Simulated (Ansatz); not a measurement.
# Run report: CuAu, single-point calculation

- system: CuAu (P4/mmm, 2 atoms in the cell)
- method: DFT, LDA, PAW with Ansatz's default frozen-core files, scalar-relativistic, spin-polarised (Ansatz 0.2.0)

The structure derives from an entry of the Crystallography Open Database. It belongs to a series of runs on one base structure; here: total moment held at 1.2 μB, PAW files. Figures and captions count atoms from 1; the log counts them from 0 in places.

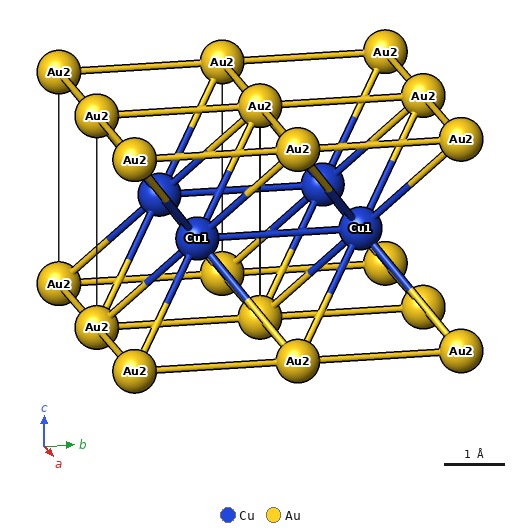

Figure 1. The structure (ball-and-stick view of the cell of the calculation, repeated 2 × 2 × 1, seen slightly off an axis; atoms are numbered from 1 in the order of the input).

Input file
```yaml
crystal:
  lattice:
    - [2.8107494552, 0.0, 0.0]
    - [0.0, 2.8107494552, 0.0]
    - [0.0, 0.0, 3.685]
  atoms:
    - { symbol: Cu, position: [0.5, 0.5, 0.5], spin: 1.2 }
    - { symbol: Au, position: [0.0, 0.0, 0.0] }
magnetization:
  spin_polarized: true
  initial_magnetization: 1.2
  spin_locking: { lock_magnetization: hard }
kpoints:
  mp_grid: { grid: [12, 12, 9] }
scf:
  occupations: { method: fermi_dirac, width: 0.08 }
  lower_state_search: "off"
hamiltonian:
  xc: lda
  pseudopotentials: { kind: paw }
output:
  forces: true
  stress: true
  eigenvalues: true
  write_density: true
  write_potential: true
  elf: true
  volumetric_format: npy
```

Hardware: 1 thread of AMD EPYC (Zen 5), 32 GiB of memory available, shared host.

Command:
```bash
ansatz run input.yaml --threads 1 --pin off --max-ram 3072MiB --backend cpu --events-out ev --progress --plain --runs-dir out
```

Log
```
Warning: output.stress: scf.convergence.dr2_threshold = 1e-7 eV (the SCF's general default) is looser than the 2e-10 eV advised for a printed stress (1e-10 eV for each atom of the cell: 2). What an SCF threshold leaves in a stress goes as its square root, and in the free energy as the threshold itself, and one threshold admits the most on a small cell: of the crystals measured, under no hybrid functional and no lock of the moments, on runs that ended without the residual-converged pass, on stresses that held no estimate of that error, the worst erred by over 100 MPa in a component at 1e-7 eV an atom and by under 5 at 1e-10. Set scf.convergence.dr2_threshold to 2e-10 eV or tighter. The threshold is an SCF's pass mark: one that does not reach it within its budget of iterations ends unconverged, or closes short of it on a stop that the run arms, and scf.convergence.dr2_threshold's page says what that costs each kind of run
Engine: ansatz 0.2.0, x86_64-unknown-linux-gnu
Pseudopotentials: kind: paw
Pseudopotential: Cu, paw, valence charge 19, recommended cutoff 420 eV (normal), Cu.paw.azcp
Pseudopotential: Au, paw, valence charge 19, recommended cutoff 420 eV (normal), Au.paw.azcp
Functional definition: SPW92
  exchange = slater_x
  correlation = pw_c
Crystal: 2 atoms, lattice volume = 29.113 Å³
Basis set: ecut = 420 eV, 553 PW (Γ)
Bands: 24, of which v1, the nominal top of the filled ones, is band 19 counted from 1 (18 counted from 0)
Symmetry: 16 space group operations
Space group: P4/mmm (ITA 123), of the structure as read, at distance tolerance 3.1e-5 Å
Magnetic group: BNS 123.339 (UNI 999), of the structure as read, at distance tolerance 3.1e-5 Å
k-points: 140 of 1296
Non-local potential: Cu, projectors of the file, l = 0: 3, l = 1: 2, l = 2: 3, l = 3: 1
Non-local potential: Au, projectors of the file, l = 0: 3, l = 1: 2, l = 2: 2, l = 3: 1
PAW form: soft (Blöchl's): semilocal exchange-correlation on the pseudo side does not see the compensation charge
PAW frozen core: Cu, regenerated for the run's functional, and the local potential with it (the file was generated under x = pbe(κ = 0.804, μ = 0.2195149727645171), c = pbe(β = 0.06672455060314922))
PAW frozen core: Au, regenerated for the run's functional, and the local potential with it (the file was generated under x = pbe(κ = 0.804, μ = 0.2195149727645171), c = pbe(β = 0.06672455060314922))
PAW one-centre angular grid: Cu, 590 points (default); XC on 64 Gauss nodes
PAW one-centre angular grid: Au, 590 points (default); XC on 64 Gauss nodes
Initial density: superposition of atomic densities (chi_scale 0.1, normalization cell)
Starting moments: Σ|m| = 1.2 μB on 1 of 2 sites
Initial wavefunctions: pseudopotential atomic-orbital guess
Functional: x = slater, c = lda
SCF iter   1: F=—  HF=-19421.229443 eV  |F-HF|=—  |Δ(HF+E_count)|=         —  Δρ=1.38e-1 (↑1.38e-1 ↓8.32e-2)  dr2=9.32e0  dr2_m=3.12e-1  M=1.200 μB ∫|m|=1.200 μB  β_m=0.30  ethr=3.10e-3  ⟨swp⟩=5.0  Hψ=25108  notcnv=0
preconditioner: auto → Kerker (q_TF=auto, 2.852 Å⁻¹)  [metal: Δε(μ)=0.002 eV  Ē_g=10.533 eV  σ=0.080 eV  W_gap=0.01  n_scr=14 (ndim 8)  ℏωp=32.3 eV  f_vac=0.000  D(μ)=2.43/eV (n_scr^D=28)]
spin=Collinear: Kerker preconditioning applied to the charge; magnetization (m = ρ↑ − ρ↓) channel mixes plain (no charge-response kernel on spin).
SCF iter   2: F=—  HF=-19420.124344 eV  |F-HF|=—  |Δ(HF+E_count)|=    1.11e0  Δρ=8.15e-2 (↑5.61e-2 ↓8.15e-2)  dr2=1.60e0  dr2_m=9.80e-1  M=1.200 μB ∫|m|=1.200 μB  β_m=0.32  ethr=3.10e-3  ⟨swp⟩=2.0  Hψ=15613  notcnv=0  defer=70
SCF iter   3: F=—  HF=-19419.796665 eV  |F-HF|=—  |Δ(HF+E_count)|=   3.28e-1  Δρ=5.61e-2 (↑5.61e-2 ↓2.19e-2)  dr2=9.06e-1  dr2_m=2.35e-1  M=1.200 μB ∫|m|=1.200 μB  β_m=0.40  ethr=3.10e-3  ⟨swp⟩=2.0  Hψ=11784  notcnv=0  defer=110
SCF iter   4: F=—  HF=-19419.583016 eV  |F-HF|=—  |Δ(HF+E_count)|=   2.14e-1  Δρ=1.68e-2 (↑1.05e-2 ↓1.68e-2)  dr2=2.08e-2  dr2_m=3.87e-2  M=1.200 μB ∫|m|=1.200 μB  β_m=0.71  ethr=2.38e-3  ⟨swp⟩=2.0  Hψ=10530  notcnv=0  defer=110
SCF iter   5: F=—  HF=-19419.626313 eV  |F-HF|=—  |Δ(HF+E_count)|=   4.33e-2  Δρ=1.87e-2 (↑7.57e-3 ↓1.87e-2)  dr2=1.37e-1  dr2_m=8.52e-3  M=1.200 μB ∫|m|=1.200 μB  β_m=0.71  ethr=5.48e-5  ⟨swp⟩=2.0  Hψ=14992  notcnv=0  defer=119
SCF iter   6: F=—  HF=-19419.608968 eV  |F-HF|=—  |Δ(HF+E_count)|=   1.73e-2  Δρ=2.95e-3 (↑7.68e-4 ↓2.95e-3)  dr2=3.57e-3  dr2_m=3.49e-4  M=1.200 μB ∫|m|=1.200 μB  β_m=0.69  ethr=5.48e-5  ⟨swp⟩=2.0  Hψ=10138  notcnv=0  defer=119
SCF iter   7: F=—  HF=-19419.608629 eV  |F-HF|=—  |Δ(HF+E_count)|=   3.39e-4  Δρ=7.52e-4 (↑2.55e-4 ↓7.52e-4)  dr2=9.12e-5  dr2_m=3.24e-5  M=1.200 μB ∫|m|=1.200 μB  β_m=0.85  ethr=9.40e-6  ⟨swp⟩=1.7  Hψ=8204  notcnv=0  defer=116
SCF iter   8: F=—  HF=-19419.608716 eV  |F-HF|=—  |Δ(HF+E_count)|=   8.69e-5  Δρ=1.03e-4 (↑7.64e-5 ↓1.03e-4)  dr2=7.82e-6  dr2_m=3.68e-7  M=1.200 μB ∫|m|=1.200 μB  β_m=0.92  ethr=2.40e-7  ⟨swp⟩=2.0  Hψ=12143  notcnv=0  defer=116
SCF iter   9: F=—  HF=-19419.608714 eV  |F-HF|=—  |Δ(HF+E_count)|=   1.67e-6  Δρ=4.08e-5 (↑2.10e-5 ↓4.08e-5)  dr2=1.42e-6  dr2_m=5.13e-8  M=1.200 μB ∫|m|=1.200 μB  β_m=0.96  ethr=2.06e-8  ⟨swp⟩=2.2  Hψ=9393  notcnv=0  defer=116
iter 10 did not close the SCF: its close was put off for a magnetic moment that had not settled (scf_convergence_deferred on its scf_iter line)
SCF iter  10: F=-19419.608714 eV  HF=-19419.608714 eV  |F-HF|=2.63e-8  |Δ(HF+E_count)|=   2.86e-7  Δρ=7.65e-6 (↑4.05e-6 ↓7.65e-6)  dr2=4.32e-8  dr2_m=2.46e-9  M=1.200 μB ∫|m|=1.200 μB  β_m=0.98  ethr=2.63e-10  ⟨swp⟩=7.7  Hψ=40963  notcnv=0
SCF iter  11: F=-19419.608714 eV  HF=-19419.608714 eV  |F-HF|=2.89e-9  |Δ(HF+E_count)|=   1.37e-8  Δρ=1.55e-6 (↑1.55e-6 ↓1.51e-6)  dr2=3.21e-9  dr2_m=4.20e-11  M=1.200 μB ∫|m|=1.200 μB  ethr=1.14e-10  ⟨swp⟩=4.8  Hψ=34398  notcnv=0
SCF 1 converged in 11 iterations: F = -19419.608714 eV  dr2 = 3.21e-9
  greatest PAW one-centre occupation: 1.003 electrons in one spin orbital (limit 2), on the Au atom at site 1 (counted from 0), in its partial waves of l = 0
```

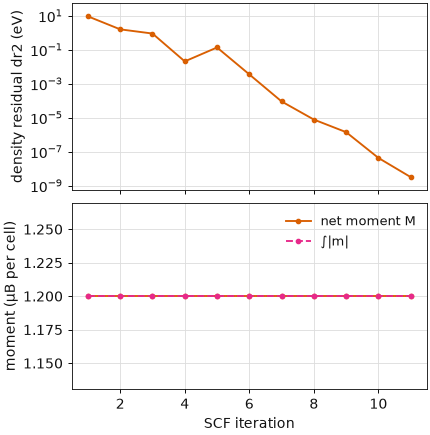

Figure 2. Convergence of the self-consistent field: density residual dr2 and magnetic moment against the SCF iteration. The residual comes down, with one marked jump up, by a factor of about 7, at step 5. The net moment stays at 1.2 μB per cell.

```
SCF converged after 11 iterations
Stability checked in part: among states of this total moment the steps that led to this state did not find it unstable. No probe was made; neither looks for a lower state of another moment (fixed_total_moment; see scf.lower_state_search)
Magnetization: 1.2000 μB (19.6000 up, 18.4000 down)
Absolute magnetization: 1.2000 μB (∫|ρ↑−ρ↓|, with the PAW one-centre terms)
Spin contamination: 0.0001 ħ² per cell (⟨S²⟩ above its minimum at these occupations)
Per-site moments (μB) at R_I (Å): [(0.49896294146407993, 1.117940640366348), (0.4147290319144168, 1.117940640366348)]
Free energy (F): -19419.608714 eV
Harris-Foulkes:  -19419.608714 eV  (|F-HF|=2.89e-9)
Internal energy: -19419.575109 eV  (E = F + TS)
E sigma→0 (E₀):  -19419.591912 eV
Entropy (-TS):   -0.033605 eV (-16.803 meV/atom)
Fermi energy:    18.803189 (↑ 20.612263, ↓ 16.994116) eV
--- Per-component energies (eV) ---
  E_band       = -576.622649
  E_kinetic    = 903.987178
  E_local      = -5890.563793  (includes V_loc(G=0)·N_el)
  E_nonlocal   = 474.567942
  E_hartree    = 2571.869629
  E_xc         = -315.818369
  E_vxc        = -390.578462  (∫ρ·V_xc dr)
  E_paw        = -11015.766873  (= ΣΔE_a)
  E_vpaw       = -817.776432  (= ΣTr[D̂ρ^β])
  E_aug_tail   = 0.001488  (compensation charges beyond the density's cutoff)
  E_ewald      = -6148.824689
  E_core_change = 0.972378  (= ΣΔE_core)
  E_smearing   = -0.033605  (= −TS)
  E_closure    = 0.000000  (closes the sum)
  Σ components = -19419.608714   (vs F -19419.608714, Δ=0.00e0)
--- Forces (eV/Å), atoms counted from 1 ---
  atom   1  Cu     0.00000000    -0.00000000    -0.00000000
  atom   2  Au    -0.00000000     0.00000000     0.00000000
  max |Σ_I F_I| component: 1.37e-28 eV/Å
--- Stress (GPa, compression-positive) ---
       -3.783171      -0.000000      -0.000000
       -0.000000      -3.783171      -0.000000
       -0.000000      -0.000000      -5.540535
  P = ⅓ Tr σ = -4.3690 GPa (-43.690 kbar)
--- Band table (eV; the first three rows and the last of 280) ---
  k-point 0 ↑: bands = ["-93.6091", "-87.5066", "-51.4470", "-51.3959", "-51.3959", "-38.7993", "-38.7608", "-38.7608", "8.5574", "11.8129", "11.9520", "14.2415", "14.2415", "15.1667", "15.3344", "15.9003", "16.4012", "16.5901", "16.5901", "20.4181", "26.2951", "28.2959", "28.2959", "35.0484"]
  k-point 1 ↑: bands = ["-93.6091", "-87.5066", "-51.4470", "-51.3959", "-51.3959", "-38.8000", "-38.7608", "-38.7608", "8.7094", "11.8432", "12.0025", "14.2796", "14.2796", "15.1235", "15.3638", "15.8581", "16.3684", "16.4877", "16.4877", "19.5001", "27.4457", "28.5869", "28.5869", "34.3196"]
  k-point 2 ↑: bands = ["-93.6091", "-87.5066", "-51.4471", "-51.3959", "-51.3959", "-38.8016", "-38.7607", "-38.7607", "9.1446", "11.9234", "12.1347", "14.3913", "14.3913", "15.0104", "15.4486", "15.7379", "16.2200", "16.2200", "16.2751", "17.7822", "29.4158", "29.4158", "29.8521", "33.5345"]
  k-point 139 ↓: bands = ["-93.1714", "-87.3093", "-51.0116", "-50.9890", "-50.9890", "-38.6830", "-38.6830", "-38.5705", "12.1165", "13.0022", "13.0022", "14.7574", "15.2359", "15.2359", "15.7098", "16.1761", "16.6863", "17.1136", "23.8292", "23.8292", "23.8551", "24.6618", "25.8931", "26.0344"]
```

File rho_z.tsv
```
# z_ang	rho[e/angstrom^3]	rho_spin[e/angstrom^3]
# format = ansatz-planar-average/11
# lattice	2.810749455	0.000000000	0.000000000
# lattice	0.000000000	2.810749455	0.000000000
# lattice	0.000000000	0.000000000	3.685000000
# sites	2
# site	29	1.405374728	1.405374728	1.842500000
# site	79	0.000000000	0.000000000	0.000000000
0.000000	2.168456e0	5.174512e-2
0.147400	2.042002e0	4.938453e-2
0.294800	1.714398e0	4.380961e-2
0.442200	1.294269e0	3.750630e-2
0.589600	8.891326e-1	3.187344e-2
0.737000	5.750329e-1	2.745556e-2
0.884400	3.989847e-1	2.502141e-2
1.031800	3.514477e-1	2.457703e-2
1.179200	4.214616e-1	2.630955e-2
1.326600	6.837384e-1	3.215660e-2
1.474000	1.296713e0	4.492630e-2
1.621400	2.317025e0	6.469657e-2
1.768800	3.247497e0	8.165046e-2
1.916200	3.247497e0	8.165046e-2
2.063600	2.317025e0	6.469657e-2
2.211000	1.296713e0	4.492630e-2
2.358400	6.837384e-1	3.215660e-2
2.505800	4.214616e-1	2.630955e-2
2.653200	3.514477e-1	2.457703e-2
2.800600	3.989847e-1	2.502141e-2
2.948000	5.750329e-1	2.745556e-2
3.095400	8.891326e-1	3.187344e-2
3.242800	1.294269e0	3.750630e-2
3.390200	1.714398e0	4.380961e-2
3.537600	2.042002e0	4.938453e-2
```

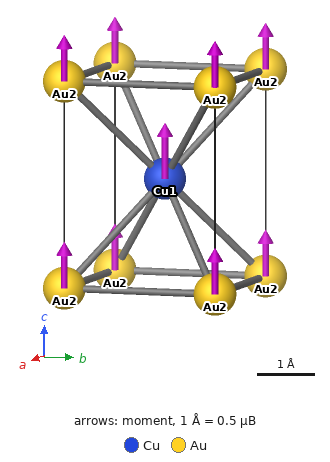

Figure 3. Magnetic moments of the sites as pink arrows (ball-and-stick view of the cell of the calculation, seen slightly off an axis; atoms are numbered from 1 in the order of the input); small moments hardly show. The run is collinear, so the axis drawn is arbitrary. Site moments: Cu1 (0.50 μB); Au2 (0.41 μB). They are counted near the atoms and needn't add up to the moment of the cell.

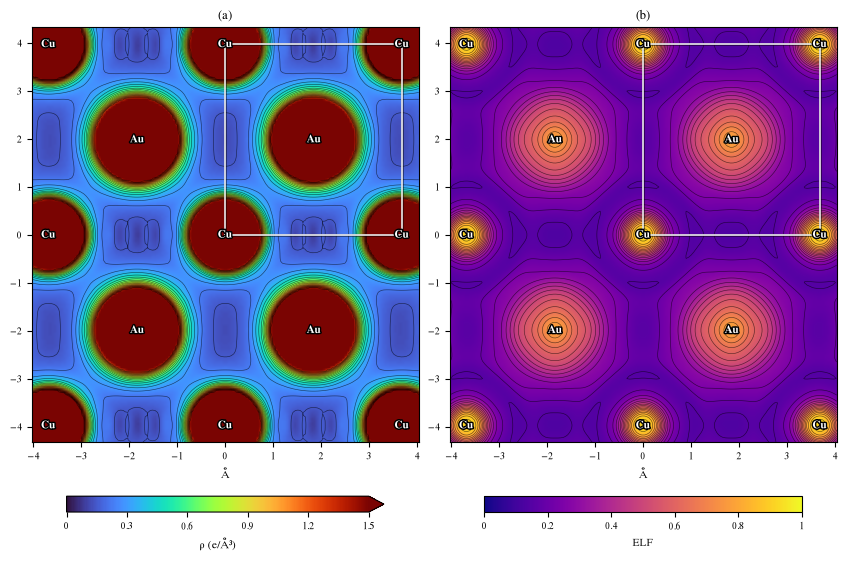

Figure 4. (a) valence pseudo-density; (b) ELF on the (11̄0) plane of the conventional cell. The plane passes through Cu and Au nuclei. Cu–Au (2.71 Å): ρ is about 0.3 e/Å³ halfway; the ELF is about 0.25 at the midpoint; no shared electron pair. Away from the nuclei the density in this plane falls to 0.09 e/Å³ at its lowest. The strong features right at Cu and Au lie inside the PAW spheres (semicore, d or f shells) and say nothing about bonding. In a PAW calculation such maps are meaningful between the atoms, not at the nuclei.

Results in brief

```json
{"quantity": "outcome", "value": "converged"}
{"quantity": "space group (tolerance 0.01 Å)", "value": "P4/mmm (123)"}
{"quantity": "electrons treated", "value": "38"}
{"quantity": "free energy", "value": "−19419.6087 eV"}
{"quantity": "Fermi energy", "value": "18.803 eV"}
{"quantity": "net moment of the cell", "value": "1.20 μB"}
{"quantity": "integrated absolute moment", "value": "1.20 μB"}
{"quantity": "pressure", "value": "−4.37 GPa"}
{"quantity": "largest force (length of the vector)", "value": "under 0.001 eV/Å"}
{"quantity": "wall time", "value": "5.5 s"}
{"quantity": "peak memory", "value": "0.46 GiB"}
```

Warnings of the run: the SCF threshold is looser than advised for the printed stress. Spin–orbit coupling is left out, which matters for Au.
